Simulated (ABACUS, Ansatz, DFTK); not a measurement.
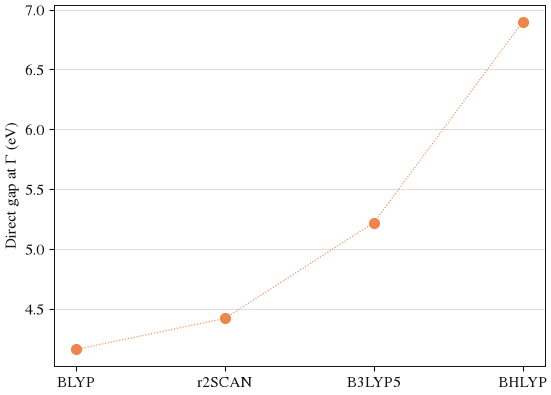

Direct gap at Γ, by several methods on one cell of Sb, space group R-3m (No. 166), 2 atoms in the primitive cell, volume scaled by a factor 0.94; a = 4.220 Å, c = 11.044 Å (hexagonal axes). All runs are without spin-orbit coupling and carry no moments. The cell is at 11 GPa in BLYP. The smallest gap is indirect or lies off these points.

> How do the methods rank at Γ?

From low to high: BLYP 4.16, r2SCAN 4.42, B3LYP5 5.22, BHLYP 6.90 eV.

```
method  program  Γ (eV)
  BLYP     DFTK    4.16
r2SCAN   ABACUS    4.42
B3LYP5   Ansatz    5.22
 BHLYP   Ansatz    6.90
```

Settings. BLYP: cp2k.nc.sr.pbe.v0_1.semicore.gth (PBE, GTH), 5×5×5 k mesh, 544 eV cutoff, Fermi-Dirac smearing of 0.05 eV (DFTK 0.8.2). r2SCAN: SG15 ONCV 1.2 PBE, 5×5×5 k mesh, 1279 eV cutoff, Fermi-Dirac smearing of 0.05 eV (ABACUS 3.10.1). B3LYP5: Ansatz PAW, 4×4×4 k mesh, 420 eV cutoff, Fermi-Dirac smearing of 0.05 eV (Ansatz 0.2.0). BHLYP: Ansatz PAW, 4×4×4 k mesh, 420 eV cutoff, Fermi-Dirac smearing of 0.05 eV (Ansatz).

These are four of the 13 methods that were run on this cell. The runs come from different programs and meshes, which adds differences of its own. Spin-orbit coupling is left out, which matters for Sb. BLYP and r2SCAN: the potentials were made for another functional. LDA, GGA and most meta-GGA functionals understate gaps. B3LYP5 and BHLYP: the k mesh is coarse, so the values aren't converged, least of all with exact exchange. B3LYP5 and BHLYP: the PAW data sets were made with another functional. GTH potentials come without recommended cutoffs, and this one wasn't checked for convergence. Over all k points computed the smallest gap is 0.36 eV in BLYP, 0.41 eV in r2SCAN, 0.67 eV in B3LYP5 and 1.33 eV in BHLYP, and such a mesh can miss a smaller one.
